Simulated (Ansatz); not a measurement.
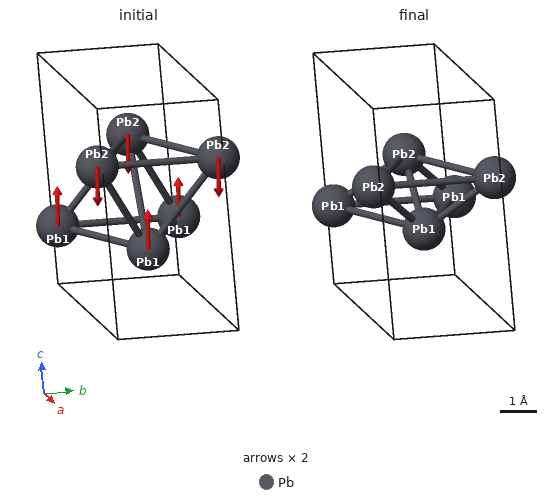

The structure of crystalline Pb (set up in C2/m) (coarse preliminary run) before (left) and after (right) a relaxation, at one scale. The red arrows give the displacements, magnified 2 times.

Style: ball-and-stick. Shown: the conventional cell (2 times the calculation's cell), slightly off an axis. Lengths and directions refer to the drawn axes.

Case: input drawn at random.

Computed with Ansatz 0.2.0, DFT PBE, scalar-relativistic, plane waves, PAW. Set-up: plane-wave cutoff 60 eV; k-point mesh 6 × 6 × 4; occupations gaussian; smearing width 0.1 eV; no spin polarisation; atoms relaxed in a fixed cell; force threshold 0.03 eV/Å; at most 5 steps.

What changed between the two?

Answer. The relaxation stopped without meeting its thresholds, so the last structure isn't shown to be converged. It used up its limit of 5 steps. Over 4 geometry steps the energy falls by 7882 meV per atom. The largest force component goes from 2.1 to 1.6 eV/Å. The largest moves, 0.57 Å, are those of Pb1 and Pb2. Pb1 goes along [1 0 3]. The cell doesn't change. Near-neighbour distances that change, for instance: Pb1–Pb2 3.337 → 4.474 Å, Pb1–Pb2 (another image) 3.449 → 2.588 Å, Pb1–Pb2 (another image) 3.408 → 2.596 Å. The space group stays C2/m (No. 12). The run took of the order of 7 core-seconds on a shared host.

Limits of the set-up: the cutoff lies below the recommended one.
